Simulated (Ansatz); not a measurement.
## Si: a changed input and its effect

System: Si (2 atoms in the cell).
Method of run A: DFT, PBE, plane waves, PAW, no spin polarisation (Ansatz 0.2.0).

The structure was built on a prototype by a generator. The geometry comes from this level: r2SCAN (a point of a series of strains). Text and figures count atoms from 1; the logs count them from 0 in places.

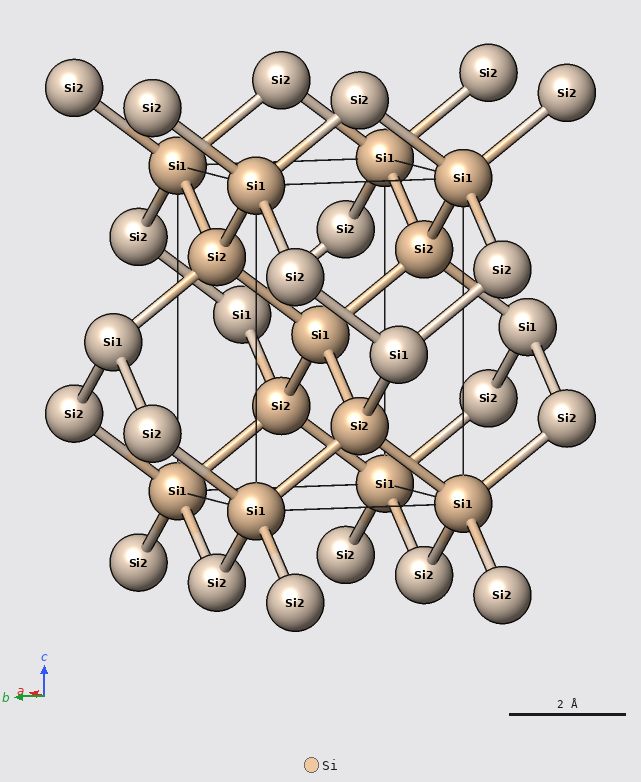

**Figure 1.** The input geometry (ball-and-stick view of the cell 2 times as large as that of the calculation, set on its symmetry axes, seen at an oblique angle; neighbours outside the cell are drawn fainter; atoms are numbered from 1 in the order of the input). Near neighbours in the crystal (not all of them lie inside the picture): Si has 4 Si at 2.39 Å.

**The input, run A**
```yaml
crystal:
  lattice:
    - [0.0, 2.7221188962, 2.7221188962]
    - [2.8429809751, 0.0, 2.7221188962]
    - [2.8429809751, 2.7221188962, 0.0]
  atoms:
    - { symbol: Si, position: [0.0, 0.0, 0.0] }
    - { symbol: Si, position: [0.25, 0.25, 0.25] }
kpoints:
  mp_grid: { grid: [8, 8, 8] }
  band_path:
    path:
      - [0.0, 0.0, 0.0]
      - [0.5, 0.0, 0.5]
      - [0.625, 0.25, 0.625]
      - [0.375, 0.375, 0.75]
      - [0.5, 0.5, 0.5]
      - [0.5, 0.25, 0.75]
      - [0.416667, 0.0, 0.416667]
    npoints: 1
hamiltonian:
  xc: pbe
scf:
  occupations: { method: fermi_dirac, width: 0.02 }
  n_extra_bands: 4
output:
  forces: true
  stress: true
  eigenvalues: true
```

Command:
```bash
ansatz run input.yaml --threads 4 --pin off --max-ram 3686MiB --backend cpu --events-out ev --progress --plain --runs-dir out
```

Hardware: 4 threads of an Arm (aarch64) CPU, shared host.

**Output, shortened to warnings, some set-up lines, iterations and results (run A)**
```
Basis set: ecut = 420 eV, 837 PW (Γ), exchange–correlation on 54×54×54 points (8 copies of the dense FFT grid, shifted against one another)
Symmetry: 16 space group operations
k-points: 59 of 512
Initial density: superposition of atomic densities (neutral atoms: chi_scale 0, normalization atom), corrected by the library's trained network
[...]
SCF iter   1: F=—  HF=-1271.590153 eV  |F-HF|=—  |Δ(HF+E_count)|=         —  Δρ=1.40e-3  dr2=6.16e-4  ethr=1.77e-3  ⟨swp⟩=6.2  Hψ=4307  notcnv=0
SCF iter   2: F=—  HF=-1271.590493 eV  |F-HF|=—  |Δ(HF+E_count)|=   3.40e-4  Δρ=5.59e-4  dr2=8.46e-5  ethr=7.70e-6  ⟨swp⟩=2.1  Hψ=1176  notcnv=0
SCF iter   3: F=—  HF=-1271.590545 eV  |F-HF|=—  |Δ(HF+E_count)|=   5.26e-5  Δρ=1.04e-4  dr2=2.85e-6  ethr=1.06e-6  ⟨swp⟩=2.0  Hψ=703  notcnv=0
SCF iter   4: F=-1271.590547 eV  HF=-1271.590547 eV  |F-HF|=1.99e-8  |Δ(HF+E_count)|=   2.10e-6  Δρ=6.88e-6  dr2=7.38e-9  ethr=3.56e-8  ⟨swp⟩=2.0  Hψ=710  notcnv=0
SCF iter   5: F=-1271.590547 eV  HF=-1271.590547 eV  |F-HF|=1.96e-11  |Δ(HF+E_count)|=   2.19e-8  Δρ=6.26e-7  dr2=1.19e-10  ethr=9.23e-11  ⟨swp⟩=2.0  Hψ=708  notcnv=0
SCF iter   6: F=-1271.590547 eV  HF=-1271.590547 eV  |F-HF|=1.36e-12  |Δ(HF+E_count)|=  1.05e-11  Δρ=1.81e-7  dr2=8.79e-12  ethr=1.49e-12  ⟨swp⟩=1.0  Hψ=1181  notcnv=0
SCF 1 converged in 6 iterations: F = -1271.590547 eV  dr2 = 8.79e-12
NSCF: frozen V_eff on 7 k-points
SCF converged after 6 iterations
Free energy (F): -1271.590547 eV
Harris-Foulkes:  -1271.590547 eV  (|F-HF|=1.36e-12)
Internal energy: -1271.590547 eV  (E = F + TS)
E sigma→0 (E₀):  -1271.590547 eV
Entropy (-TS):   -0.000000 eV (-0.000 meV/atom)
Fermi energy:    6.042137 eV
--- Per-component energies (eV) ---
  E_band       = 6.343845
  E_kinetic    = 79.206627
  E_local      = -57.813280  (includes V_loc(G=0)·N_el)
  E_nonlocal   = 51.383605
  E_hartree    = 15.495466
  E_xc         = -109.694586
  E_vxc        = -92.592199  (∫ρ·V_xc dr)
  E_paw        = -1025.417505  (= ΣΔE_a)
  E_vpaw       = -4.831839  (= ΣTr[D̂ρ^β])
  E_aug_tail   = 0.000013  (compensation charges beyond the density's cutoff)
  E_ewald      = -224.750887
  E_smearing   = -0.000000  (= −TS)
  E_closure    = 0.000000  (closes the sum)
  Σ components = -1271.590547   (vs F -1271.590547, Δ=0.00e0)
--- Forces (eV/Å), atoms counted from 1 ---
  atom   1  Si     0.00000000     0.00000000     0.00000000
  atom   2  Si     0.00000000     0.00000000    -0.00000000
  max |Σ_I F_I| component: 0.00e0 eV/Å
--- Stress (GPa, compression-positive) ---
       -5.430420       0.000000       0.000000
        0.000000      -0.990543      -0.000000
        0.000000       0.000000      -0.990543
  P = ⅓ Tr σ = -2.4705 GPa (-24.705 kbar)
```

The input of run B differs as follows (lines with − go, lines with + come):
```diff
-  xc: pbe
+  xc: r2scan
-  occupations: { method: fermi_dirac, width: 0.02 }
+  occupations: { method: fixed }
```

How does run B compare with run A?

The total energies belong to different methods, so their difference says nothing on which is more stable or more accurate. The gap on the mesh goes from 0.43 to 0.63 eV. The pressure goes from −2.47 to −3.88 GPa. The functional changes from PBE to r2SCAN. The number of SCF iterations is the same. The default cutoff goes from 420 to 500 eV with the change. The plane waves at Γ go from 837 to 1055.

**Output, shortened to warnings, some set-up lines, iterations and results (run B)**
```
Basis set: ecut = 500 eV, 1055 PW (Γ), exchange–correlation on 120×120×120 points (64 copies of the dense FFT grid, shifted against one another)
Symmetry: 16 space group operations
k-points: 59 of 512
Initial density: superposition of atomic densities (neutral atoms: chi_scale 0, normalization atom), corrected by the library's trained network
[...]
SCF iter   1: F=—  HF=-1278.077289 eV  |F-HF|=—  |Δ(HF+E_count)|=         —  Δρ=3.10e-3  dr2=3.81e-3  dr2_τ=1.04e-2  ethr=1.77e-3  ⟨swp⟩=4.2  Hψ=3407  notcnv=0  defer=107
SCF iter   2: F=—  HF=-1278.089740 eV  |F-HF|=—  |Δ(HF+E_count)|=   1.25e-2  Δρ=1.73e-3  dr2=9.58e-4  dr2_τ=4.43e-6  ethr=4.76e-5  ⟨swp⟩=2.2  Hψ=1298  notcnv=0  defer=115
SCF iter   3: F=—  HF=-1278.089663 eV  |F-HF|=—  |Δ(HF+E_count)|=   7.69e-5  Δρ=1.26e-4  dr2=4.72e-6  dr2_τ=4.08e-7  ethr=1.20e-5  ⟨swp⟩=3.0  Hψ=826  notcnv=0  defer=117
SCF iter   4: F=—  HF=-1278.089667 eV  |F-HF|=—  |Δ(HF+E_count)|=   3.86e-6  Δρ=3.02e-5  dr2=1.16e-7  dr2_τ=2.73e-9  ethr=5.90e-8  ⟨swp⟩=2.1  Hψ=706  notcnv=0  defer=54
SCF iter   5: F=-1278.089667 eV  HF=-1278.089667 eV  |F-HF|=1.48e-8  |Δ(HF+E_count)|=   3.36e-7  Δρ=7.98e-6  dr2=1.26e-8  dr2_τ=2.21e-10  ethr=1.44e-9  ⟨swp⟩=2.0  Hψ=708  …
SCF iter   6: F=-1278.089667 eV  HF=-1278.089667 eV  |F-HF|=2.09e-10  |Δ(HF+E_count)|=   1.65e-8  Δρ=1.06e-6  dr2=2.46e-10  dr2_τ=2.69e-12  ethr=1.57e-10  ⟨swp⟩=5.1  Hψ=3076  …
SCF 1 converged in 6 iterations: F = -1278.089667 eV  dr2 = 2.46e-10
NSCF: frozen V_eff on 7 k-points
SCF converged after 6 iterations
Free energy (F): -1278.089667 eV
Harris-Foulkes:  -1278.089667 eV  (|F-HF|=2.09e-10)
Internal energy: -1278.089667 eV  (E = F + TS)
E sigma→0 (E₀):  -1278.089667 eV
Fermi energy:    5.745227 eV
--- Per-component energies (eV) ---
  E_band       = 3.902685
  E_kinetic    = 79.361828
  E_local      = -56.228172  (includes V_loc(G=0)·N_el)
  E_nonlocal   = 49.412602
  E_hartree    = 15.450093
  E_xc         = -102.333417
  E_vxc        = -98.569047  (∫ρ·V_xc dr)
  E_paw        = -1038.848855  (= ΣΔE_a)
  E_vpaw       = -4.840150  (= ΣTr[D̂ρ^β])
  E_aug_tail   = 0.000009  (compensation charges beyond the density's cutoff)
  E_vtau       = 3.865412  (kinetic-family band-sum trace: ∫τ·v_τ [+ j·A + Jᵃ·Aᵃ] dr)
  E_ewald      = -224.750887
  E_core_change = -0.152866  (= ΣΔE_core)
  E_smearing   = -0.000000  (= −TS)
  E_closure    = -0.000000  (closes the sum)
  Σ components = -1278.089667   (vs F -1278.089667, Δ=0.00e0)
--- Forces (eV/Å), atoms counted from 1 ---
  atom   1  Si     0.00000000     0.00000000     0.00000000
  atom   2  Si     0.00000000     0.00000000    -0.00000000
  max |Σ_I F_I| component: 2.78e-17 eV/Å
--- Stress (GPa, compression-positive) ---
       -7.124057       0.000000       0.000000
        0.000000      -2.257357       0.000000
        0.000000       0.000000      -2.257357
  P = ⅓ Tr σ = -3.8796 GPa (-38.796 kbar)
```

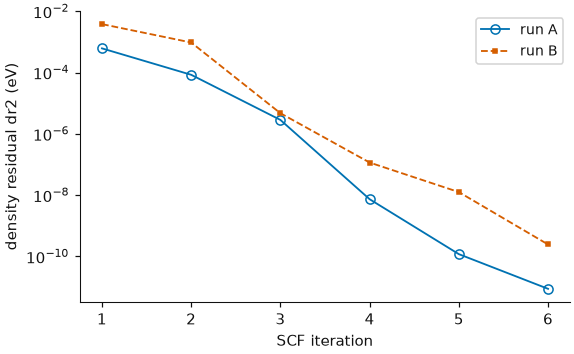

**Figure 2.** Convergence of the two runs: density residual dr2 against the SCF iteration. Run A takes 6 iterations in all, and run B takes 6.

**The two runs side by side**

| quantity | run A | run B |
| --- | --- | --- |
| outcome | converged | converged |
| free energy per atom (eV) | −635.7953 | −639.0448 |
| gap on the mesh (eV) | 0.43 | 0.63 |
| pressure (GPa) | −2.47 | −3.88 |
| largest force (eV/Å) | 0.000 | 0.000 |
| SCF iterations | 6 | 6 |
| irreducible k-points | 59 | 59 |
| plane waves at Γ | 837 | 1055 |
| wall time (shared host) | 0.67 s | 1.5 s |
